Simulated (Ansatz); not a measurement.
The cell of RbBr (Fm-3m). Source of the atomic positions: coordinates from a relaxation with Ansatz 0.2.0, DFT, PBE, all-electron LAPW, scalar-relativistic.

```cif
data_structure
_symmetry_space_group_name_H-M 'P 1'
_symmetry_Int_Tables_number 1
_cell_length_a 7.0123
_cell_length_b 7.0123
_cell_length_c 7.0123
_cell_angle_alpha 90.000
_cell_angle_beta 90.000
_cell_angle_gamma 90.000
_cell_volume 344.82
loop_
_atom_site_label
_atom_site_type_symbol
_atom_site_fract_x
_atom_site_fract_y
_atom_site_fract_z
_atom_site_occupancy
Rb1 Rb 0.00000 0.00000 0.00000 1
Br1 Br 0.50000 0.00000 0.00000 1
Rb2 Rb 0.00000 0.50000 0.50000 1
Br2 Br 0.50000 0.50000 0.50000 1
Rb3 Rb 0.50000 0.00000 0.50000 1
Br3 Br 0.00000 0.00000 0.50000 1
Rb4 Rb 0.50000 0.50000 0.00000 1
Br4 Br 0.00000 0.50000 0.00000 1
```

At each point the valence sum V of a Rb+ ion is computed from the anions within 5 Å (s = exp((R0 − d)/b), R0 fitted to published crystal structures with b = 0.37 Å; R0: Rb+–Br 2.796 Å). The other Rb+ ions are ignored. This is an empirical screen for pathways, not an energy calculation.

### Along which directions could Rb+ move by this screen (counting the regions that come within 0.6 Å of a Rb site)?

No path opens below 0.7 v.u. These are grid estimates, good to about 0.1 v.u.

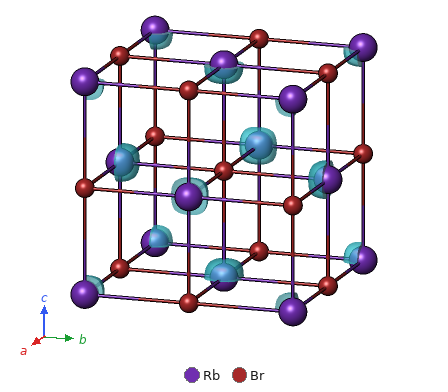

Bond-valence mismatch map for Rb+ in RbBr (Fm-3m): the teal surface encloses the points where |V − 1| < 0.3 v.u. (1×1×1 cells, view slightly off an axis). Pale faces close the region where the drawn box cuts it.

### What is the valence sum at the Rb sites themselves?

0.88 v.u., against the formal 1.
